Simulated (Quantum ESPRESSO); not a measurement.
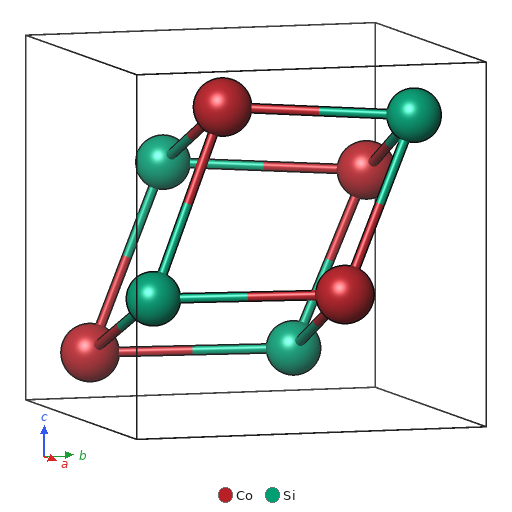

System: CoSi, space group P2_13 (No. 198). The picture shows the conventional cell.

Input file:
```
&CONTROL
  calculation = 'scf'
  prefix = 'pwscf'
  outdir = './tmp'
  pseudo_dir = './pseudo'
  tprnfor = .true.
  tstress = .true.
  disk_io = 'nowf'
/
&SYSTEM
  ibrav = 0
  nat = 8
  ntyp = 2
  ecutwfc = 96
  nbnd = 58
  input_dft = 'rpbe'
  occupations = 'smearing'
  smearing = 'fd'
  degauss = 0.00367493
  nspin = 2
  starting_magnetization(1) = 0.1176
  starting_magnetization(2) = 0
  vdw_corr = 'grimme-d3'
  dftd3_version = 3
/
&ELECTRONS
  conv_thr = 1.6d-09
  electron_maxstep = 120
  mixing_beta = 0.3
/
ATOMIC_SPECIES
Co    58.9332 Co.upf
Si    28.0850 Si.upf
CELL_PARAMETERS angstrom
   4.4380000000    0.0000000000    0.0000000000
   0.0000000000    4.4380000000    0.0000000000
   0.0000000000    0.0000000000    4.4380000000
ATOMIC_POSITIONS crystal
Co     0.8600000000    0.6400000000    0.3600000000
Co     0.6400000000    0.3600000000    0.8600000000
Co     0.3600000000    0.8600000000    0.6400000000
Co     0.1400000000    0.1400000000    0.1400000000
Si     0.1570000000    0.3430000000    0.6570000000
Si     0.3430000000    0.6570000000    0.1570000000
Si     0.6570000000    0.1570000000    0.3430000000
Si     0.8430000000    0.8430000000    0.8430000000
K_POINTS automatic
3 3 3 0 0 0
```

Run as:
```bash
OMP_NUM_THREADS=1 pw.x -in pw.in > pw.out
```

Calculation (Quantum ESPRESSO 7.5): plane-wave DFT, collinear spins; energies at scaled volumes of the given cell, shape and fractions fixed, counted from the fit's minimum, third-order Birch-Murnaghan fit. Level: RPBE with D3, collinear spin.

- k mesh: 3×3×3
- occupations: Fermi–Dirac
- smearing width: 0.05 eV
- potentials: PseudoDojo 0.4.1 SR PBE standard
- wave cutoff: 1306 eV
- density cutoff: 5225 eV

Predict the energy against volume. The volume takes the values 10.27, 10.49, 10.71, 10.93, 11.14, 11.36, 11.58 Å³/atom.

A third-order Birch–Murnaghan fit gives V0 = 10.66 Å³/atom, B0 = 233 GPa and B′ = 4.8. The energy is 11.05 meV/atom at volume 10.27 Å³/atom and 49.49 meV/atom at 11.58 Å³/atom; the lowest computed point is at volume 10.71 Å³/atom (0.16 meV/atom).

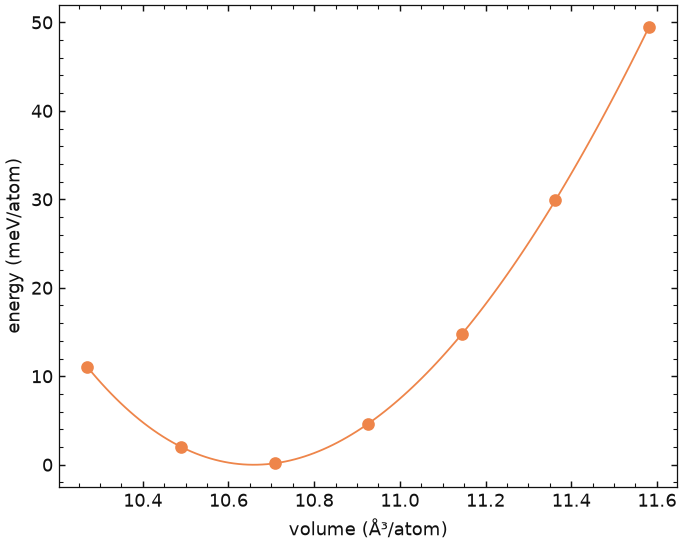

Keep in mind: coarse k mesh; potentials made for another functional; shape and atomic fractions are frozen while scaling, which makes layered, chain and framework solids too stiff.
